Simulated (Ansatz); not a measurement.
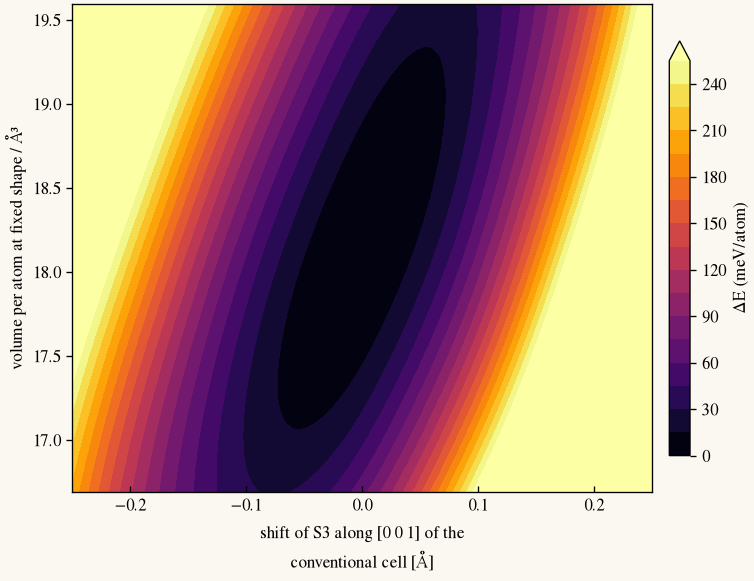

Energy landscape of WS₂ (P6_3/mmc, No. 194; 6 atoms in the cell). 
- The energy is mapped over a free internal coordinate and the cell.
- The first coordinate is: shift of S3 along [0 0 1] of the conventional cell, Cartesian (0 0 1), its symmetry partners moved as symmetry demands (measured in the relaxed cell); the second: volume per atom at fixed shape.
- Nothing is relaxed (all other coordinates fixed).
- The scan uses a 7 × 7 grid.
- Points are written as (first, second).
- Energies: meV/atom, counted from the lowest grid point.
- The band gap closes in part of the range.
- The calculation used DFT PBEsol, scalar-relativistic, plane waves, PAW (Ansatz). Settings: cutoff 420 eV, k-mesh 12×12×2 in the order of the run's cell vectors, gaussian smearing 0.05 eV, no spin polarisation.

In the figure: filled contours, one colour for all values above the top of the scale. Between grid points the surface is interpolated. 

Summarise what can be read from the map.

The lowest grid point is at (0.000 Å, 18.14 Å³). It is the only kind of minimum in the scanned range. The highest grid point, (0.250 Å, 16.69 Å³), lies 951 meV/atom above the lowest.

The values on the grid:

```csv
"second ↓, first →",−0.250,−0.167,−0.083,0.000,0.083,0.167,0.250
19.59,550,332,160,52,24,98,293
19.11,475,269,113,24,20,123,353
18.62,406,212,73,6,29,163,429
18.14,342,163,44,0,51,219,524
17.66,287,124,25,7,89,293,640
17.17,241,96,20,29,145,389,782
16.69,205,80,29,70,222,509,951
```

The input of one point:

```yaml
crystal:
  lattice:
    - [3.1462408358, 0.0, 0.0]
    - [-1.5731204179, 2.7247244902, 0.0]
    - [0.0, 0.0, 12.6966546967]
  atoms:
    - { symbol: W, position: [0.3333333333, 0.6666666667, 0.25] }
    - { symbol: W, position: [0.6666666667, 0.3333333333, 0.75] }
    - { symbol: S, position: [0.3333333333, 0.6666666667, 0.626548732] }
    - { symbol: S, position: [0.6666666667, 0.3333333333, 0.126548732] }
    - { symbol: S, position: [0.3333333333, 0.6666666667, 0.873451268] }
    - { symbol: S, position: [0.6666666667, 0.3333333333, 0.373451268] }
basis:
  ecutwfc: 420
kpoints:
  mp_grid: { grid: [12, 12, 2] }
hamiltonian:
  xc: pbesol
  pseudopotentials: { kind: paw, azcp: { folder: soft_1 } }
scf:
  occupations: { method: gaussian, width: 0.05 }
output:
  forces: true
  stress: true
  eigenvalues: true
  write_density: true
  write_potential: true
  elf: true
  volumetric_format: npy
```

The whole map (49 points run) took 7.1 min on 2 threads of Arm Neoverse N1, with other jobs on the host.
